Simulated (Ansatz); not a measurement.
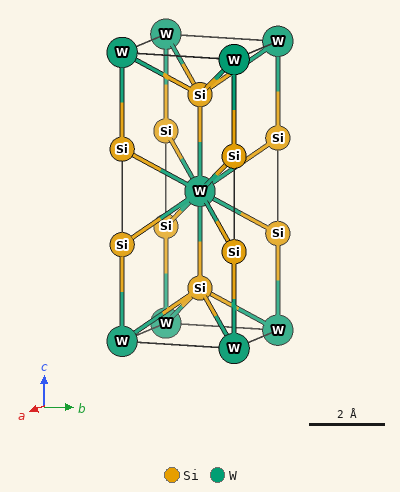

Fig. 1: The structure as given in the input (ball-and-stick view of the cell 2 times as large as that of the calculation, set on its symmetry axes, seen slightly off an axis). An atom can appear more than once, as a periodic image.

# Run report: WSi$_{2}$, single-point calculation

WSi$_{2}$ (3 atoms in the cell), computed with DFT PBE, scalar-relativistic, plane waves, PAW, no spin polarisation (Ansatz 0.2.0).

The structure derives from an entry of the Crystallography Open Database.

The program's output:
```
Engine: ansatz 0.2.0, x86_64-unknown-linux-gnu
Pseudopotentials: kind: paw
Pseudopotential: Si, paw, valence charge 4, recommended cutoff 420 eV (normal), Si.paw.azcp
Pseudopotential: W, paw, valence charge 14, recommended cutoff 420 eV (normal), W.paw.azcp
Functional definition: PBE
  parameter kappa = 0.804
  parameter beta = 0.06672455060314922
  exchange = pbe_x(kappa = kappa, mu = beta*pi^2/3)
  correlation = pbe_c(beta = beta)
Crystal: 3 atoms, lattice volume = 40.436 Å³
Basis set: ecut = 420 eV, 793 PW (Γ), exchange–correlation on 64×64×64 points (8 copies of the dense FFT grid, shifted against one another)
Bands: 15, of which v1, the nominal top of the filled ones, is band 11 counted from 1 (10 counted from 0)
Symmetry: 16 space group operations
Space group: I4/mmm (ITA 139), of the structure as read, at distance tolerance 3.4e-5 Å
k-points: 59 of 512
Non-local potential: Si, projectors of the file, l = 0: 2, l = 1: 2, l = 2: 2
Non-local potential: W, projectors of the file, l = 0: 3, l = 1: 2, l = 2: 2, l = 3: 1
PAW form: soft (Blöchl's): semilocal exchange-correlation on the pseudo side does not see the compensation charge
PAW one-centre angular grid: Si, 110 points (default); XC on 64 Gauss nodes
PAW one-centre angular grid: W, 590 points (default); XC on 64 Gauss nodes
Initial density: superposition of atomic densities (neutral atoms: chi_scale 0, normalization atom), corrected by the library's trained network
Initial wavefunctions: pseudopotential atomic-orbital guess
Functional: x = pbe(κ = 0.804, μ = 0.2195149727645171), c = pbe(β = 0.06672455060314922)
SCF iter   1: F=—  HF=-11657.455890 eV  |F-HF|=—  |Δ(HF+E_count)|=         —  Δρ=3.24e-3  dr2=1.58e-3  ethr=1.77e-3  ⟨swp⟩=5.0  Hψ=5060  notcnv=0
preconditioner: auto → none  [insulator: Δε(μ)=0.137 eV  Ē_g=8.128 eV  σ=0.100 eV  W_gap=0.58  n_scr=10 (ndim 8)  ℏωp=21.8 eV  f_vac=0.000  D(μ)=0.28/eV (n_scr^D=0)  ε∞_Penn≈8.2]
SCF iter   2: F=—  HF=-11657.456237 eV  |F-HF|=—  |Δ(HF+E_count)|=   3.47e-4  Δρ=1.58e-3  dr2=2.79e-4  ethr=7.19e-6  ⟨swp⟩=2.1  Hψ=1890  notcnv=0
SCF iter   3: F=—  HF=-11657.456440 eV  |F-HF|=—  |Δ(HF+E_count)|=   2.04e-4  Δρ=3.19e-4  dr2=2.05e-5  ethr=1.27e-6  ⟨swp⟩=1.0  Hψ=881  notcnv=0
SCF iter   4: F=—  HF=-11657.456450 eV  |F-HF|=—  |Δ(HF+E_count)|=   9.41e-6  Δρ=2.84e-5  dr2=2.83e-7  ethr=9.31e-8  ⟨swp⟩=2.0  Hψ=1227  notcnv=0
iter 5 did not close the SCF: its close was put off for the readings that it lacked (scf_convergence_deferred on its scf_iter line)
SCF iter   5: F=-11657.456450 eV  HF=-11657.456450 eV  |F-HF|=6.26e-9  |Δ(HF+E_count)|=   2.19e-8  Δρ=9.71e-6  dr2=1.33e-8  ethr=1.29e-9  ⟨swp⟩=2.2  Hψ=1224  notcnv=0
SCF iter   6: F=-11657.456450 eV  HF=-11657.456450 eV  |F-HF|=3.64e-12  |Δ(HF+E_count)|=   7.52e-9  Δρ=9.78e-7  dr2=1.62e-10  ethr=6.06e-11  ⟨swp⟩=2.2  Hψ=3059  notcnv=0
SCF 1 converged in 6 iterations: F = -11657.456450 eV  dr2 = 1.62e-10
  greatest PAW one-centre occupation: 0.999 electrons in one spin orbital (limit 2), on the W atom at site 2 (counted from 0), in its partial waves of l = 0
SCF converged after 6 iterations
Free energy (F): -11657.456450 eV
Harris-Foulkes:  -11657.456450 eV  (|F-HF|=3.64e-12)
Internal energy: -11657.455064 eV  (E = F + TS)
E sigma→0 (E₀):  -11657.455757 eV
Entropy (-TS):   -0.001386 eV (-0.462 meV/atom)
Fermi energy:    16.636964 eV
--- Per-component energies (eV) ---
  E_band       = -80.144766
  E_kinetic    = 541.607882
  E_local      = -946.637580  (includes V_loc(G=0)·N_el)
  E_nonlocal   = 50.697064
  E_hartree    = 371.799527
  E_xc         = -382.069670
  E_vxc        = -338.779633  (∫ρ·V_xc dr)
  E_paw        = -9588.369594  (= ΣΔE_a)
  E_vpaw       = -130.631705  (= ΣTr[D̂ρ^β])
  E_aug_tail   = -0.000067  (compensation charges beyond the density's cutoff)
  E_ewald      = -1704.482625
  E_smearing   = -0.001386  (= −TS)
  E_closure    = -0.000000  (closes the sum)
  Σ components = -11657.456450   (vs F -11657.456450, Δ=0.00e0)
--- Forces (eV/Å), atoms counted from 1 ---
  atom   1  Si     0.00000000    -0.00000000    -0.02195983
  atom   2  Si     0.00000000    -0.00000000     0.02195983
  atom   3  W      0.00000000    -0.00000000     0.00000000
  max |Σ_I F_I| component: 1.11e-16 eV/Å
--- Stress (GPa, compression-positive) ---
        3.256016       0.000000      -0.000000
        0.000000       3.256016       0.000000
        0.000000      -0.000000       3.311749
  P = ⅓ Tr σ = 3.2746 GPa (32.746 kbar)
--- Band table (eV; the first three rows and the last of 59) ---
  k-point 0: bands = ["-57.0247", "-21.3326", "-21.3005", "-21.3005", "2.6711", "9.8951", "13.0113", "13.4296", "13.9029", "13.9029", "17.3668", "19.4928", "19.6804", "19.8229", "19.8229"]
  k-point 1: bands = ["-57.0225", "-21.3314", "-21.3279", "-21.3266", "3.1714", "10.3314", "12.0071", "12.8340", "13.5466", "14.8846", "15.4369", "19.1240", "20.1603", "20.2087", "20.7424"]
  k-point 2: bands = ["-57.0171", "-21.4010", "-21.3937", "-21.3124", "4.5544", "10.8760", "11.2270", "11.2650", "13.5572", "13.9550", "14.7851", "19.8202", "19.9009", "20.5419", "20.9383"]
  k-point 58: bands = ["-57.0245", "-21.3499", "-21.3017", "-21.3017", "4.9412", "5.7225", "12.9093", "14.1707", "15.9065", "15.9065", "16.2490", "16.2490", "17.5449", "21.2566", "21.6323"]
```

This output came from the following input.

The input:
```yaml
crystal:
  lattice:
    - [-1.6069, 1.6069, 3.91495]
    - [1.6069, -1.6069, 3.91495]
    - [1.6069, 1.6069, -3.91495]
  atoms:
    - { symbol: Si, position: [0.3347, 0.3347, 0.0] }
    - { symbol: Si, position: [0.6653, 0.6653, 0.0] }
    - { symbol: W, position: [0.0, 0.0, 0.0] }
basis:
  ecutwfc: 420
kpoints:
  mp_grid: { grid: [8, 8, 8] }
hamiltonian:
  xc: pbe
scf:
  occupations: { method: gaussian, width: 0.1 }
output:
  forces: true
  stress: true
  eigenvalues: true
```

Launched with:
```bash
ansatz run input.yaml --threads 4 --pin off --max-ram 10240MiB --backend cpu --events-out ev --progress --plain --runs-dir out
```

Summary:

- outcome: converged
- space group (tolerance 0.01 Å): I4/mmm (139)
- electrons treated: 22
- free energy: −11657.4564 eV
- Fermi energy: 16.637 eV
- gap on the k-point mesh: none (metallic)
- pressure: 3.27 GPa
- largest force (length of the vector): 0.022 eV/Å
- hardware: 4 threads of Intel Xeon @ 2.50GHz (Skylake/Cascade Lake), 189 GiB of memory available, shared host
- wall time: 1.5 s (CPU time 4.4 s)
- peak memory: 0.38 GiB

Spin–orbit coupling is left out, which matters for W.
